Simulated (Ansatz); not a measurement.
# Energy of Rh along a strain of the cell

System: Rh (I4/mmm, 1 atom in the cell).
Method: DFT r2SCAN, scalar-relativistic, plane waves, PAW, no spin polarisation (Ansatz 0.2.0).

The 5 runs differ only in the geometry, by a strain of the cell at fixed fractional positions. Against run 3, the strain is εxx = η and εyy = η. The structure derives from an entry of the Crystallography Open Database.

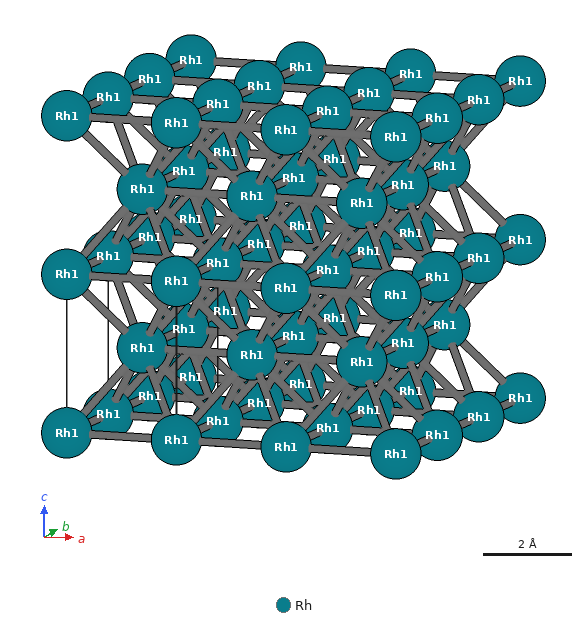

Figure 1. The structure of run 3 (ball-and-stick view of the cell 2 times as large as that of the calculation, set on its symmetry axes, repeated 3 × 3 × 2, seen at an oblique angle; atoms are numbered from 1 in the order of the input). An atom can appear more than once, as a periodic image.

### Input of run 3
```yaml
crystal:
  lattice:
    - [0.0, 1.90155, 1.8445035]
    - [1.90155, 0.0, 1.8445035]
    - [1.90155, 1.90155, 0.0]
  atoms:
    - { symbol: Rh, position: [0.0, 0.0, 0.0] }
basis:
  ecutwfc: 500
kpoints:
  mp_grid: { grid: [22, 22, 22] }
hamiltonian:
  xc: r2scan
scf:
  occupations: { method: gaussian, width: 0.15 }
output:
  forces: true
  stress: true
  eigenvalues: true
```

Command:
```bash
ansatz run input.yaml --threads 1 --pin off --max-ram 2560MiB --backend cpu --events-out ev --progress --plain --runs-dir out
```

Lattice vectors (Å) and fractional positions of run 3:
```
   0.000000    1.901550    1.844504
   1.901550    0.000000    1.844504
   1.901550    1.901550    0.000000
Rh  0.000000  0.000000  0.000000
```

Run 2 differs from it as follows:
```diff
-    - [0.0, 1.90155, 1.8445035]
-    - [1.90155, 0.0, 1.8445035]
-    - [1.90155, 1.90155, 0.0]
+    - [0.0, 1.87302675, 1.8445035]
+    - [1.87302675, 0.0, 1.8445035]
+    - [1.87302675, 1.87302675, 0.0]
```

### Results, with one run withheld

```tsv
run	strain parameter η (%)	free energy per atom, from the lowest run given (meV)	pressure (GPa)
1	−3.0000	91.24	31.55
2	−1.5000	?	?
3	0.0000	2.61	8.69
4	1.5000	0.00	−0.14
5	3.0000	20.06	−7.55
```

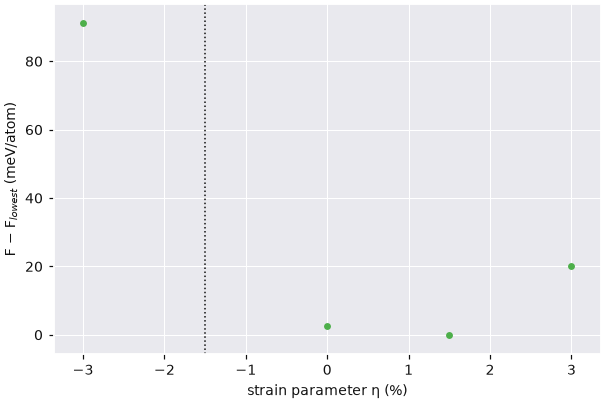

Figure 2. Free energy per atom of the runs given; the dotted line marks run 2.

Estimate the energy of run 2 from the others.

A quadratic polynomial in the coordinate, fitted to the 4 runs given, misses them by at most 1.12 meV per atom. With x = η − 0.3750, it reads F = −0.14594 − 7.4083 x + 5.8156 x² (meV per atom). At run 2 it gives 34.19 meV per atom, and the run itself gives 31.63. The fit has its minimum at η = 1.0119 %. The miss comes from the order of the polynomial or from scatter in that run; these data can't tell which.

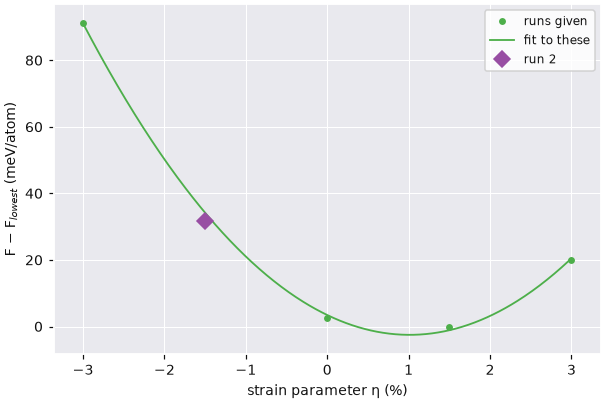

Figure 3. The fit and the withheld run.

### Output, shortened to warnings, some set-up lines, iterations and results (run 2)
```
Basis set: ecut = 500 eV, 331 PW (Γ), exchange–correlation on 80×80×80 points (64 copies of the dense FFT grid, shifted against one another)
Symmetry: 16 space group operations
k-points: 834 of 10648
Initial density: superposition of atomic densities (neutral atoms: chi_scale 0, normalization atom), corrected by the library's trained network
[...]
SCF iter   1: F=—  HF=-6415.221376 eV  |F-HF|=—  |Δ(HF+E_count)|=         —  Δρ=1.05e-2  dr2=3.89e-3  dr2_τ=1.24e-2  ethr=1.77e-3  ⟨swp⟩=5.1  Hψ=61210  notcnv=0
SCF iter   2: F=—  HF=-6415.234520 eV  |F-HF|=—  |Δ(HF+E_count)|=   1.31e-2  Δρ=5.65e-3  dr2=1.32e-3  dr2_τ=1.87e-4  ethr=2.29e-5  ⟨swp⟩=2.1  Hψ=22241  notcnv=0
SCF iter   3: F=—  HF=-6415.234846 eV  |F-HF|=—  |Δ(HF+E_count)|=   3.26e-4  Δρ=1.57e-3  dr2=3.05e-4  dr2_τ=2.53e-5  ethr=7.74e-6  ⟨swp⟩=2.2  Hψ=14862  notcnv=0
SCF iter   4: F=—  HF=-6415.234781 eV  |F-HF|=—  |Δ(HF+E_count)|=   6.53e-5  Δρ=3.28e-4  dr2=6.87e-6  dr2_τ=3.57e-6  ethr=1.79e-6  ⟨swp⟩=2.4  Hψ=15512  notcnv=0
SCF iter   5: F=—  HF=-6415.234784 eV  |F-HF|=—  |Δ(HF+E_count)|=   3.31e-6  Δρ=7.52e-5  dr2=2.31e-7  dr2_τ=6.80e-8  ethr=4.04e-8  ⟨swp⟩=2.0  Hψ=14151  notcnv=0
SCF iter   6: F=-6415.234785 eV  HF=-6415.234785 eV  |F-HF|=4.99e-9  |Δ(HF+E_count)|=   5.78e-7  Δρ=5.71e-6  dr2=2.09e-9  dr2_τ=1.16e-9  ethr=5.88e-10  ⟨swp⟩=6.1  Hψ=52029  …
SCF 1 converged in 6 iterations: F = -6415.234785 eV  dr2 = 2.09e-9
SCF converged after 6 iterations
Free energy (F): -6415.234785 eV
Harris-Foulkes:  -6415.234785 eV  (|F-HF|=4.99e-9)
Internal energy: -6415.221612 eV  (E = F + TS)
E sigma→0 (E₀):  -6415.228198 eV
Entropy (-TS):   -0.013173 eV (-13.173 meV/atom)
Fermi energy:    23.991705 eV
--- Per-component energies (eV) ---
  E_band       = -76.143531
  E_kinetic    = 575.491496
  E_local      = -1489.948785  (includes V_loc(G=0)·N_el)
  E_nonlocal   = 355.390424
  E_hartree    = 525.965084
  E_xc         = -217.706024
  E_vxc        = -315.461453  (∫ρ·V_xc dr)
  E_paw        = -3604.327042  (= ΣΔE_a)
  E_vpaw       = -274.863548  (= ΣTr[D̂ρ^β])
  E_aug_tail   = 0.000564  (compensation charges beyond the density's cutoff)
  E_vtau       = 21.317510  (kinetic-family band-sum trace: ∫τ·v_τ [+ j·A + Jᵃ·Aᵃ] dr)
  E_ewald      = -2559.717370
  E_core_change = -0.369959  (= ΣΔE_core)
  E_smearing   = -0.013173  (= −TS)
  E_closure    = 0.000000  (closes the sum)
  Σ components = -6415.234785   (vs F -6415.234785, Δ=0.00e0)
--- Forces (eV/Å), atoms counted from 1 ---
  atom   1  Rh     0.00000000    -0.00000000     0.00000000
  max |Σ_I F_I| component: 2.47e-32 eV/Å
--- Stress (GPa, compression-positive) ---
       17.709630       0.000000       0.000000
        0.000000      17.709630       0.000000
        0.000000       0.000000      22.086083
  P = ⅓ Tr σ = 19.1684 GPa (191.684 kbar)
```
